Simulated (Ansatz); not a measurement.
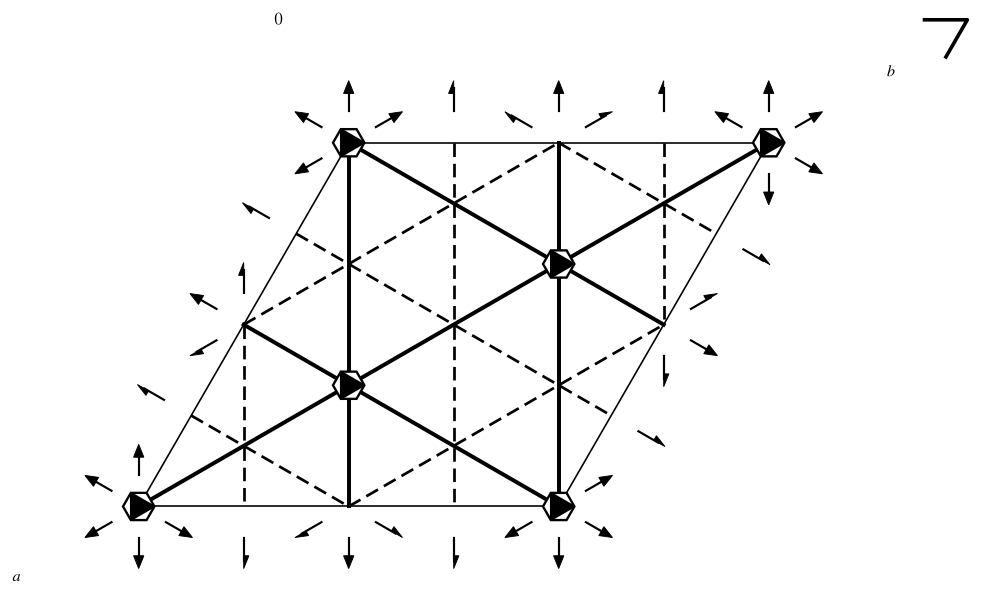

Symmetry elements of a space group, projected down c, computed from the operations of a computed or model structure of composition WSe2.

Graphical symbols as in the International Tables (origin upper left, heights as fractions; handed screw axes are marked by their printed symbols).

Identify the space group.

Answer. No. 187, P-6m2; primitive hexagonal, point group -6m2, 12 general positions a cell.

List the elements shown.

Answer. −6 axes along c at (0, 0), (1/3, 2/3), (2/3, 1/3); mirror planes holding c and [1 2 0] or [2 1 0] or [−1 1 0]; in-plane glide planes holding c and [1 2 0] or [2 1 0] or [−1 1 0]; a mirror plane normal to c at height 0; 2 axes along [1 2 0] at height 0; 2 axes along [2 1 0] at height 0; 2 axes along [−1 1 0] at height 0; 2₁ axes along [1 2 0] at height 0; 2₁ axes along [2 1 0] at height 0; 2₁ axes along [−1 1 0] at height 0. Heights repeat every half period; positions are (a, b) fractions, modulo 1.

Write the general positions (in any order).

Answer. x, y, z
−x+y, −x, −z
−y, x−y, z
x, y, −z
−x+y, −x, z
−y, x−y, −z
−y, −x, −z
x, x−y, z
−x+y, y, −z
−y, −x, z
x, x−y, −z
−x+y, y, z
